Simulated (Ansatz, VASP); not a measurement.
# Cross-check of Zn8HS8Br between VASP and Ansatz, part 2 of 2

Aim: how closely do two programs agree when they are given the same cell, functional and k mesh?

VASP 6.6.1 and Ansatz 0.2.0.

So far: Starting point; VASP: single point, RPBE.

The database entry behind the starting cell differs from later determinations by our own check (about 0.4 % short), so it need not match the best structure at ambient conditions.

## (3) Ansatz: single point, RPBE

Level of this step: Ansatz beside VASP: Kohn-Sham DFT, plane waves, RPBE (Ansatz).

Ansatz runs on its default PAW (the set named soft_2) files.

The same cell, functional, mesh and smearing now go to Ansatz, which takes its cutoff from its data sets.

The input, input.yaml:

```yaml
crystal:
  lattice:
    - [7.6219975631, 0.0, 0.0]
    - [0.0, 6.234, 0.0]
    - [0.0, 0.0, 23.9295623451]
  atoms:
    - { symbol: Zn, position: [0.5, 0.0, 0.37401436] }
    - { symbol: Zn, position: [0.0, 0.0, 0.37401436] }
    - { symbol: Zn, position: [0.75, 0.5, 0.41998848] }
    - { symbol: Zn, position: [0.25, 0.5, 0.41998848] }
    - { symbol: Zn, position: [0.7500064298, 0.9945714412, 0.5211725786] }
    - { symbol: Zn, position: [0.2500084385, 0.9942472721, 0.5206118689] }
    - { symbol: Zn, position: [7.90931e-05, 0.4414057131, 0.5448786019] }
    - { symbol: Zn, position: [0.4999175919, 0.4414162656, 0.5448812361] }
    - { symbol: S, position: [0.5, 0.615, 0.37401436] }
    - { symbol: S, position: [0.0, 0.615, 0.37401436] }
    - { symbol: S, position: [0.75, 0.115, 0.41998848] }
    - { symbol: S, position: [0.25, 0.115, 0.41998848] }
    - { symbol: S, position: [0.7500003999, 0.6140389743, 0.5172962386] }
    - { symbol: S, position: [0.2500010419, 0.6139921799, 0.5170806544] }
    - { symbol: S, position: [0.0004955294, 0.0970906512, 0.5700906643] }
    - { symbol: S, position: [0.4995197512, 0.0971025902, 0.5700902461] }
    - { symbol: Br, position: [0.7500123539, 0.4818880217, 0.7067563419] }
    - { symbol: H, position: [0.7499892504, 0.2743566975, 0.6804979456] }
hamiltonian:
  xc: rpbe
  pseudopotentials: { kind: paw }
kpoints:
  mp_grid: { grid: [2, 3, 1] }
scf:
  occupations: { method: gaussian, width: 0.05 }
  n_extra_bands: 8
efield:
  axis: 3
  dipole_correction: true
  ramp_width: 0.04
output:
  forces: true
  eigenvalues: true
```

Launch:

```
$ ansatz run input.yaml --threads 8 --pin off --max-ram 18432MiB --backend cpu --events-out ev --progress --plain --runs-dir out
```

Numbers of over 12 decimals in the logs are rounded to 6 here.

Output:

```text
scf.n_extra_bands = 8 over 76 filled bands (N_el = 152.0): the run solves 84 bands
Engine: ansatz 0.2.0, aarch64-unknown-linux-gnu
Pseudopotentials: kind: paw
Pseudopotential: Zn, paw, valence charge 12, recommended cutoff 420 eV (normal), Zn.paw.azcp
Pseudopotential: S, paw, valence charge 6, recommended cutoff 420 eV (normal), S.paw.azcp
Pseudopotential: Br, paw, valence charge 7, recommended cutoff 420 eV (normal), Br.paw.azcp
Pseudopotential: H, paw, valence charge 1, recommended cutoff 420 eV (normal), H.paw.azcp
Functional definition: RPBE
  parameter kappa = 0.804
  parameter beta = 0.066725
  exchange = rpbe_x(kappa = kappa, mu = beta*pi^2/3)
  correlation = pbe_c(beta = beta)
Crystal: 18 atoms, lattice volume = 1137.026 Å³
Basis set: ecut = 420 eV, 22287 PW (Γ), exchange–correlation on 108×90×320 points (8 copies of the dense FFT grid, shifted against one another)
Bands: 84, of which v1, the nominal top of the filled ones, is band 76 counted from 1 (75 counted from 0)
Symmetry: 1 space group operations
Space group: P1 (ITA 1), of the structure as read, at distance tolerance 1.0e-4 Å
k-points: 4 of 6 (time reversal used)
Non-local potential: Zn, projectors of the file, l = 0: 2, l = 1: 2, l = 2: 3, l = 3: 1
Non-local potential: S, projectors of the file, l = 0: 2, l = 1: 2, l = 2: 2
Non-local potential: Br, projectors of the file, l = 0: 2, l = 1: 2, l = 2: 2
Non-local potential: H, projectors of the file, l = 0: 2, l = 1: 1
PAW form: soft (Blöchl's): semilocal exchange-correlation on the pseudo side does not see the compensation charge
PAW frozen core: Zn, regenerated for the run's functional, and the local potential with it (the file was generated under x = pbe(κ = 0.804, μ = 0.219515), c = pbe(β = 0.066725))
PAW frozen core: S, regenerated for the run's functional, and the local potential with it (the file was generated under x = pbe(κ = 0.804, μ = 0.219515), c = pbe(β = 0.066725))
PAW frozen core: Br, regenerated for the run's functional, and the local potential with it (the file was generated under x = pbe(κ = 0.804, μ = 0.219515), c = pbe(β = 0.066725))
PAW one-centre angular grid: Zn, 590 points (default); XC on 64 Gauss nodes
PAW one-centre angular grid: S, 110 points (default); XC on 64 Gauss nodes
PAW one-centre angular grid: Br, 110 points (default); XC on 64 Gauss nodes
PAW one-centre angular grid: H, 110 points (default); XC on 64 Gauss nodes
Initial density: superposition of atomic densities (neutral atoms: chi_scale 0, normalization atom), corrected by the library's trained network
Initial wavefunctions: pseudopotential atomic-orbital guess
Functional: x = rpbe, c = pbe(β = 0.066725)
SCF iter   1: F=—  HF=-36656.233695 eV  |F-HF|=—  |Δ(HF+E_count)|=         —  Δρ=2.33e-3  dr2=4.62e-2  ethr=1.77e-3  p=-0.157 e·Å  D=-2.49e-2 V/Å  ΔV_dip=0.60 eV  dr2_dipole=1.74e-3  V_vac-E_F(+/−)=4.95/4.36 eV  ⟨swp⟩=9.5  Hψ=1752  notcnv=0  defer=1
efield: sawtooth ramp at fractional position 0.0204 (placed from the atoms, in the widest stretch of the axis that holds none; the zero of the levels goes with the place), width 0.0400; the density the first Hamiltonian is built on has a dipole p = -0.157 e·Å; the dipole correction subtracts the counter field D = -2.49e-2 V/Å, which shifts the + side's vacuum level by +0.60 eV against the − side's; the planar-averaged density in the ramp window peaks in size at 8.2e-6 e/Å³
preconditioner: auto → Resta (q_TF=auto, 1.951 Å⁻¹)  ε∞=3.2  [insulator: Δε(μ)=1.722 eV  Ē_g=9.096 eV  σ=0.050 eV  W_gap=1.00  n_scr=136 (ndim 8)  ℏωp=13.6 eV  f_vac=0.632  D(μ)=0.00/eV (n_scr^D=0)  ε∞_Penn≈3.2  vacuum switching on, ρ_ref=6.0e-3 e/Å³]
SCF iter   2: F=—  HF=-36656.228468 eV  |F-HF|=—  |Δ(HF+E_count)|=   5.23e-3  Δρ=7.47e-4  dr2=5.43e-3  ethr=3.04e-5  p=-0.182 e·Å  D=-2.90e-2 V/Å  ΔV_dip=0.69 eV  dr2_dipole=2.42e-7  V_vac-E_F(+/−)=5.00/4.30 eV  ⟨swp⟩=2.0  Hψ=700  notcnv=0  defer=8
SCF iter   3: F=—  HF=-36656.228280 eV  |F-HF|=—  |Δ(HF+E_count)|=   1.87e-4  Δρ=5.61e-4  dr2=2.42e-3  ethr=3.57e-6  p=-0.182 e·Å  D=-2.89e-2 V/Å  ΔV_dip=0.69 eV  dr2_dipole=7.15e-7  V_vac-E_F(+/−)=5.00/4.30 eV  ⟨swp⟩=3.5  Hψ=725  notcnv=0  defer=8
SCF iter   4: F=—  HF=-36656.228879 eV  |F-HF|=—  |Δ(HF+E_count)|=   5.99e-4  Δρ=1.53e-4  dr2=3.84e-4  ethr=1.59e-6  p=-0.181 e·Å  D=-2.88e-2 V/Å  ΔV_dip=0.69 eV  dr2_dipole=1.03e-5  V_vac-E_F(+/−)=4.99/4.30 eV  ⟨swp⟩=2.0  Hψ=591  notcnv=0  defer=8
SCF iter   5: F=—  HF=-36656.229058 eV  |F-HF|=—  |Δ(HF+E_count)|=   1.79e-4  Δρ=4.93e-5  dr2=3.95e-5  ethr=2.53e-7  p=-0.183 e·Å  D=-2.92e-2 V/Å  ΔV_dip=0.70 eV  dr2_dipole=3.41e-7  V_vac-E_F(+/−)=4.99/4.29 eV  ⟨swp⟩=2.2  Hψ=575  notcnv=0  defer=8
SCF iter   6: F=—  HF=-36656.229101 eV  |F-HF|=—  |Δ(HF+E_count)|=   4.25e-5  Δρ=3.42e-5  dr2=1.03e-5  ethr=2.60e-8  p=-0.183 e·Å  D=-2.91e-2 V/Å  ΔV_dip=0.70 eV  dr2_dipole=7.53e-8  V_vac-E_F(+/−)=4.98/4.29 eV  ⟨swp⟩=2.0  Hψ=632  notcnv=0  defer=8
SCF iter   7: F=—  HF=-36656.229104 eV  |F-HF|=—  |Δ(HF+E_count)|=   3.44e-6  Δρ=1.25e-5  dr2=1.72e-6  ethr=6.77e-9  p=-0.183 e·Å  D=-2.91e-2 V/Å  ΔV_dip=0.70 eV  dr2_dipole=1.94e-8  V_vac-E_F(+/−)=4.98/4.29 eV  ⟨swp⟩=2.0  Hψ=599  notcnv=0  defer=8
SCF iter   8: F=—  HF=-36656.229106 eV  |F-HF|=—  |Δ(HF+E_count)|=   2.09e-6  Δρ=4.90e-6  dr2=3.32e-7  ethr=1.13e-9  p=-0.183 e·Å  D=-2.91e-2 V/Å  ΔV_dip=0.70 eV  dr2_dipole=1.36e-8  V_vac-E_F(+/−)=4.98/4.29 eV  ⟨swp⟩=2.2  Hψ=667  notcnv=0  defer=8
SCF iter   9: F=-36656.229107 eV  HF=-36656.229107 eV  |F-HF|=1.06e-7  |Δ(HF+E_count)|=   7.06e-7  Δρ=1.45e-6  dr2=3.46e-8  ethr=6.58e-11  p=-0.183 e·Å  D=-2.91e-2 V/Å  ΔV_dip=0.70 eV  dr2_dipole=1.89e-11  V_vac-E_F(+/−)=4.98/4.29 eV  ⟨swp⟩=13.0  Hψ=1696  notcnv=0
SCF 1 converged in 9 iterations: F = -36656.229107 eV  dr2 = 3.46e-8
  greatest PAW one-centre occupation: 0.986 electrons in one spin orbital (limit 2), on the Zn atom at site 0 (counted from 0), in its partial waves of l = 2
SCF converged after 9 iterations
Free energy (F): -36656.229107 eV
Harris-Foulkes:  -36656.229107 eV  (|F-HF|=1.06e-7)
Internal energy: -36656.229107 eV  (E = F + TS)
E sigma→0 (E₀):  -36656.229107 eV
Fermi energy:    -1.219089 eV
Dipole field:    D = -0.029059 V/Å  (p = -0.182596 e·Å, saw-weighted, corrected)
Work function:   Φ+ = 4.9832 eV   Φ− = 4.2878 eV
Levels:          The Fermi level and band energies are counted from a zero that moves with the ramp; work functions are not
--- Per-component energies (eV) ---
  E_band       = -1150.621204
  E_kinetic    = 2038.745700
  E_local      = -102942.808008  (includes V_loc(G=0)·N_el)
  E_nonlocal   = 5212.469415
  E_hartree    = 49496.496574
  E_xc         = -2146.231571
  E_vxc        = -1215.108568  (∫ρ·V_xc dr)
  E_paw        = -21751.603516  (= ΣΔE_a)
  E_vpaw       = -3230.454382  (= ΣTr[D̂ρ^β])
  E_aug_tail   = -0.004021  (compensation charges beyond the density's cutoff)
  E_efield     = 0.002653  (sawtooth field / dipole correction)
  E_vefield    = -6.462201  (∫n·V_field dr)
  E_ewald      = 33437.647665
  E_core_change = -0.943998  (= ΣΔE_core)
  E_smearing   = -0.000000  (= −TS)
  E_closure    = -0.000000  (closes the sum)
  Σ components = -36656.229107   (vs F -36656.229107, Δ=0.00e0)
--- Forces (eV/Å), atoms counted from 1 ---
  atom   1  Zn     0.00928374    -1.18090933     0.95517248
  atom   2  Zn    -0.00930499    -1.18090679     0.95518081
  atom   3  Zn    -0.00002030     0.28146836    -0.18075148
  atom   4  Zn     0.00002453     0.27863679    -0.20516903
  atom   5  Zn     0.00001324    -0.01254063    -0.00081860
  atom   6  Zn    -0.00003189    -0.00459411     0.02978402
  atom   7  Zn    -0.00734433    -0.00044825     0.01338196
  atom   8  Zn     0.00757878    -0.00038460     0.01317761
  atom   9  S     -0.00259585     0.51740734    -0.57850820
  atom  10  S      0.00260975     0.51739672    -0.57849024
  atom  11  S      0.00004201     0.42388422    -0.20697100
  atom  12  S      0.00004027     0.42735504    -0.20951603
  atom  13  S     -0.00000291    -0.01956125    -0.02396398
  atom  14  S     -0.00014621    -0.02201172     0.02957737
  atom  15  S     -0.01478347    -0.01186431    -0.02254565
  atom  16  S      0.01464312    -0.01231913    -0.02242928
  atom  17  Br    -0.00001445    -0.08120053    -0.02050161
  atom  18  H      0.00000896     0.08059444     0.05339100
  max |Σ_I F_I| component: 2.25e-6 eV/Å
--- Band table (eV) ---
  k-point 0: bands = [... 72 lower, -2.6856, -2.4853, -2.3478, -2.0743, -0.3639, 0.3577, 0.9246, 1.5462, ... 4 higher]
  k-point 1: bands = [... 72 lower, -2.7232, -2.6266, -2.5187, -2.3144, 0.1278, 0.3252, 1.2987, 1.6488, ... 4 higher]
  k-point 2: bands = [... 72 lower, -2.9979, -2.9920, -2.4647, -2.4632, 0.1934, 0.1960, 1.6554, 1.6635, ... 4 higher]
  k-point 3: bands = [... 72 lower, -3.0413, -3.0297, -2.5239, -2.5205, 0.3433, 0.3453, 1.8580, 1.8924, ... 4 higher]
```

Run time: 6.7 s. Hardware: 8 threads of Arm Neoverse V2, shared host; peak memory 1.9 GiB.

## (4) Differences

Known differences besides the PAW data sets themselves: the cutoff is 420 eV in Ansatz and 300 eV in VASP (PREC = Normal, projectors in real space); Ansatz makes its cores anew for this functional, VASP keeps those of its PBE data sets; VASP leaves aspherical gradient terms in its spheres out (LASPH is not set), Ansatz keeps them. Total energies have different zeros and are not compared.

The two programs side by side:

| quantity | Ansatz | VASP | difference |
| --- | --- | --- | --- |
| gap on the k mesh (eV) | 1.710 | 1.687 | +0.023 |

Forces on 10 of the 18 atoms, picked by the larger force of the two programs (eV/Å; atoms numbered as in POSCAR):

| atom | Ansatz x, y, z | VASP x, y, z |
| --- | --- | --- |
| Zn1 | 0.009, -1.181, 0.955 | 0.009, -1.192, 0.929 |
| Zn2 | -0.009, -1.181, 0.955 | -0.009, -1.192, 0.929 |
| Zn3 | 0.000, 0.281, -0.181 | 0.000, 0.276, -0.178 |
| Zn4 | 0.000, 0.279, -0.205 | 0.000, 0.273, -0.207 |
| S9 | -0.003, 0.517, -0.579 | -0.003, 0.508, -0.595 |
| S10 | 0.003, 0.517, -0.578 | 0.003, 0.508, -0.595 |
| S11 | 0.000, 0.424, -0.207 | 0.000, 0.435, -0.184 |
| S12 | 0.000, 0.427, -0.210 | 0.000, 0.439, -0.187 |
| Br17 | 0.000, -0.081, -0.021 | 0.000, 0.004, 0.008 |
| H18 | 0.000, 0.081, 0.053 | 0.000, -0.003, 0.016 |

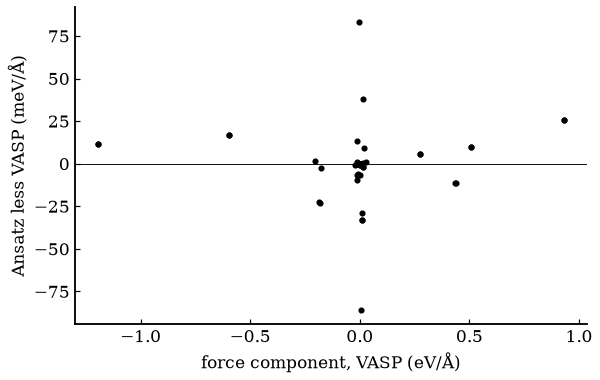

Difference of the force components against their size.

The forces differ by 21 meV/Å r.m.s., which is 6.0 % of the r.m.s. force of 0.35 eV/Å (both taken over all components).

## (5) Looking for the cause

The difference is large enough to ask for its cause, so further runs change the set-up of one program at a time, as the table lists.

| run | r.m.s. force difference (% of the r.m.s. force) |
| --- | --- |
| as above | 6.0 |
| cores kept as stored, as VASP does | 6.2 |
| Ansatz's larger PAW set (cutoff 1000 eV) | 6.3 |
| norm-conserving potentials (cutoff 1143 eV) | 7.9 |

## (6) What came out

| Property | Result |
| --- | --- |
| r.m.s. force difference (single point, RPBE) | 6.0 % of the r.m.s. force |

**Reading.** The r.m.s. force difference is 6.0 % of the r.m.s. force (single point, RPBE), beyond the 3 % picked in this series as the mark of a large difference. For single point, RPBE: no further run halves the r.m.s. force difference; only Ansatz's side was varied. How closely two codes agree says nothing of how well the functional describes the real material.

[Lines on the potential files, build, host, timing and source positions are cut from VASP's logs without a mark.]

[Logs are printed without paths, hosts, clocks, repeated set-up lines and the standing remarks that a program may print on its own settings, such as how far it seeks lower states.]

[Hosts, paths, dates, database ids (printed as entryN), source tags and the programs' standing remarks are cut or masked in the printed files.]
